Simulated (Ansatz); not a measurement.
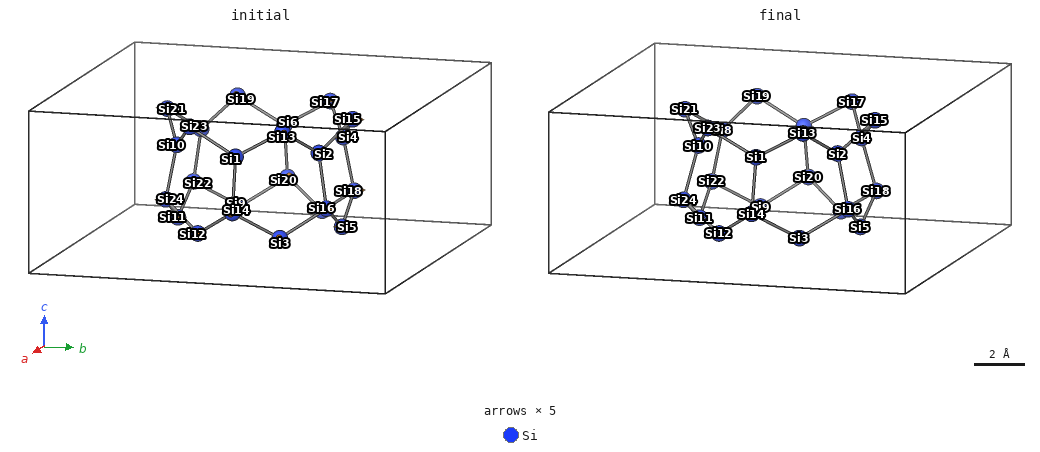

The structure of a wire of composition Si before (left) and after (right) a relaxation, at one scale. The orange arrows give the displacements (the part carried along by the change of the cell is left out), 5 times their true length.

A ball-and-stick model of the cell of the calculation, with the vacuum cut short, seen slightly off an axis.

Case: (6,0) tube.

The calculation used Ansatz, DFT PBE, scalar-relativistic, plane waves, PAW.

Input
```yaml
crystal:
  lattice:
    - [16.3, 0.0, 0.0]
    - [0.0, 16.6, 0.0]
    - [0.0, 0.0, 6.7009777411]
  atoms:
    - { symbol: Si, position: [0.7127895678, 0.5, 0.6666666667] }
    - { symbol: Si, position: [0.6063947839, 0.6809507888, 0.6666666667] }
    - { symbol: Si, position: [0.6842811714, 0.6044719866, 0.1666666667] }
    - { symbol: Si, position: [0.3936052161, 0.6809507888, 0.6666666667] }
    - { symbol: Si, position: [0.5, 0.7089439732, 0.1666666667] }
    - { symbol: Si, position: [0.2872104322, 0.5, 0.6666666667] }
    - { symbol: Si, position: [0.3157188286, 0.6044719866, 0.1666666667] }
    - { symbol: Si, position: [0.3936052161, 0.3190492112, 0.6666666667] }
    - { symbol: Si, position: [0.3157188286, 0.3955280134, 0.1666666667] }
    - { symbol: Si, position: [0.6063947839, 0.3190492112, 0.6666666667] }
    - { symbol: Si, position: [0.5, 0.2910560268, 0.1666666667] }
    - { symbol: Si, position: [0.6842811714, 0.3955280134, 0.1666666667] }
    - { symbol: Si, position: [0.7082932081, 0.6180847999, 0.8333333333] }
    - { symbol: Si, position: [0.7405162796, 0.5, 0.3333333333] }
    - { symbol: Si, position: [0.5, 0.7361695998, 0.8333333333] }
    - { symbol: Si, position: [0.6202581398, 0.7045288731, 0.3333333333] }
    - { symbol: Si, position: [0.2917067919, 0.6180847999, 0.8333333333] }
    - { symbol: Si, position: [0.3797418602, 0.7045288731, 0.3333333333] }
    - { symbol: Si, position: [0.2917067919, 0.3819152001, 0.8333333333] }
    - { symbol: Si, position: [0.2594837204, 0.5, 0.3333333333] }
    - { symbol: Si, position: [0.5, 0.2638304002, 0.8333333333] }
    - { symbol: Si, position: [0.3797418602, 0.2954711269, 0.3333333333] }
    - { symbol: Si, position: [0.7082932081, 0.3819152001, 0.8333333333] }
    - { symbol: Si, position: [0.6202581398, 0.2954711269, 0.3333333333] }
basis:
  ecutwfc: 420
kpoints:
  mp_grid: { grid: [1, 1, 12] }
hamiltonian:
  xc: pbe
scf:
  occupations: { method: gaussian, width: 0.05 }
output:
  forces: true
  stress: true
  eigenvalues: true
  populations: true
  write_density: true
  write_potential: true
  elf: true
  volumetric_format: npy
relax:
  adjacent_minimum: "off"
  f_tol: 0.02
  max_steps: 45
  cell: { fix: [a, b, alpha, beta, gamma], stress_tol: 0.03 }
```

Launched with:
```bash
ansatz run input.yaml --threads 4 --pin off --max-ram 11264MiB --backend cpu --events-out ev --progress --plain --runs-dir out
```

> Describe what moved and what it gained.

The largest moves relative to the centre of the atoms, 0.098 Å, are those of 12 atoms (Si13, Si14, Si15, Si16 and others). Along the periodic axis the drawn cell goes c 6.701 → 6.655 Å (−0.7 %). Among the contacts that change: Si10–Si21 2.257 → 2.297 Å, Si10–Si24 2.279 → 2.300 Å. Bond angles that change, for instance: Si1–Si13–Si2 100.4° → 95.4°, Si1–Si13–Si3 113.9° → 109.9°, Si13–Si2–Si16 119.4° → 117.2°. The energy falls by 0.406 eV per cell of the calculation in 4 accepted moves (5 points after the start). The largest force component goes from 0.48 to 0.0046 eV/Å. The SCF was repeated once at an unchanged geometry on a basis and grid sized afresh for the cell, which shifted the energy by 0.4 meV per cell of the calculation at most.
